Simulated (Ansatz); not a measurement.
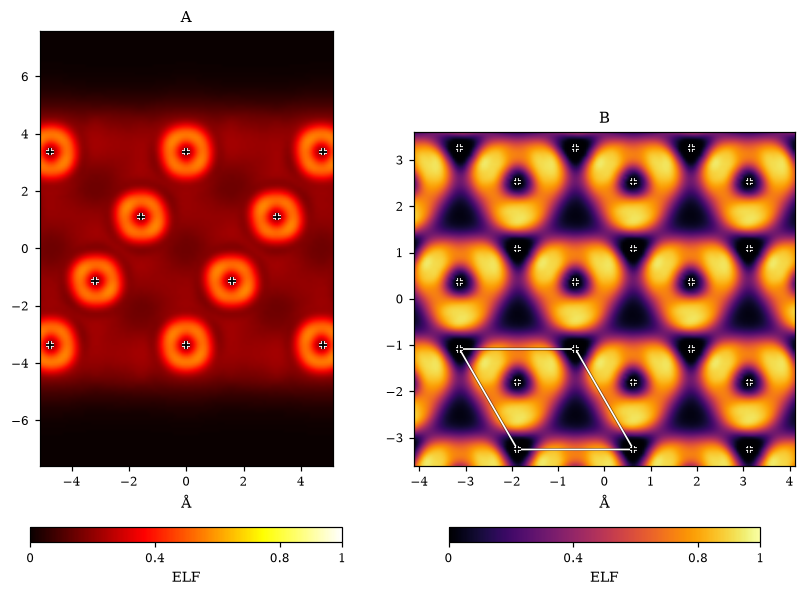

The ELF of 2 systems, each on a plane through atoms (crosses mark nuclei in the plane).

The calculation used DFT PBE+D3(BJ), scalar-relativistic, plane waves, PAW (Ansatz 0.2.0).

System 1: Pd (slab), the (010) plane of the calculation cell, a cut from vacuum to vacuum. 

```yaml
crystal:
  lattice:
    - [4.76361, 0.00000, 0.00000]
    - [-2.38181, 4.12541, 0.00000]
    - [0.00000, 0.00000, 23.73676]
  atoms:
    - { symbol: Pd, position: [0.00000, 0.33333, 0.35809] }
    - { symbol: Pd, position: [0.33333, 0.00000, 0.35809] }
    - { symbol: Pd, position: [0.66667, 0.66667, 0.35809] }
    - { symbol: Pd, position: [0.33333, 0.33333, 0.45270] }
    - { symbol: Pd, position: [0.66667, 0.00000, 0.45270] }
    - { symbol: Pd, position: [0.00000, 0.66667, 0.45270] }
    - { symbol: Pd, position: [0.66667, 0.33333, 0.54720] }
    - { symbol: Pd, position: [0.00000, 0.00000, 0.54720] }
    - { symbol: Pd, position: [0.33333, 0.66667, 0.54720] }
    - { symbol: Pd, position: [0.00000, 0.33333, 0.64296] }
    - { symbol: Pd, position: [0.33333, 0.00000, 0.64296] }
    - { symbol: Pd, position: [0.66667, 0.66667, 0.64296] }
```

System 2: BN, the (001) plane of the conventional cell. Space group R3m; a structure from a database of computed crystals, not necessarily the ambient phase.

```
B N
1.0
     2.50611    0.00000    0.00000
    -1.25306    2.17036    0.00000
     0.00000    0.00000    9.88178
B N
3 3
Direct
  0.66667 0.33333 0.33303
  0.33333 0.66667 0.66636
  0.00000 0.00000 0.99970
  0.00000 0.00000 0.33274
  0.66667 0.33333 0.66607
  0.33333 0.66667 0.99940
```

Match each panel to its system.

Panel A is system 1, Pd: the plane holds Pd. Pd–Pd (2.75 Å): the ELF is about 0.20 at the midpoint (no localised pair shows between them). Panel B is system 2, BN: the plane holds B and N. B–N (1.45 Å): the ELF peaks at about 0.95 between the atoms: a shared but strongly polarised pair.
